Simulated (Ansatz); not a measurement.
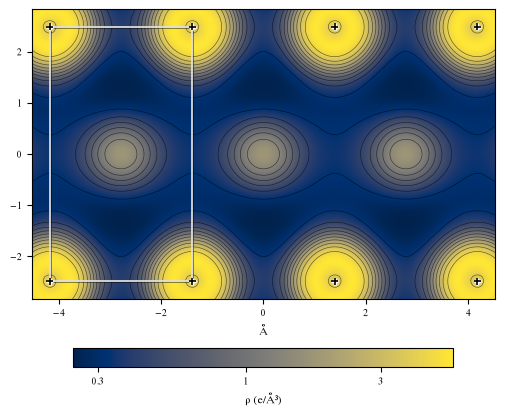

The valence charge density (pseudo) on a plane through atoms (crosses mark nuclei in the plane).

Theory: DFT, revPBE, plane waves (420 eV) with PAW, scalar-relativistic (Ansatz 0.2.0).

Candidates:
A. W, a = 2.79 Å, b = 2.79 Å, c = 4.97 Å, α = 90.00°, β = 90.00°, γ = 120.00°. Space group P6₃/mmc; set up as W, hcp; a generated structure, not necessarily the stable one.
B. Se, a = 2.98 Å, b = 13.79 Å, c = 4.81 Å, α = 90.00°, β = 90.60°, γ = 90.00°. Space group C2/c; set up as Se, beta-Sn type; a generated structure, not necessarily the stable one; changed on purpose from its base cell (volume × 1.12); computed pressure about −3 GPa in this cell.

Which candidate gave the map?

Answer. Candidate A: W on the (100) plane of the conventional cell, which holds W. W–W (2.79 Å): ρ at the midpoint is about 0.39 e/Å³.
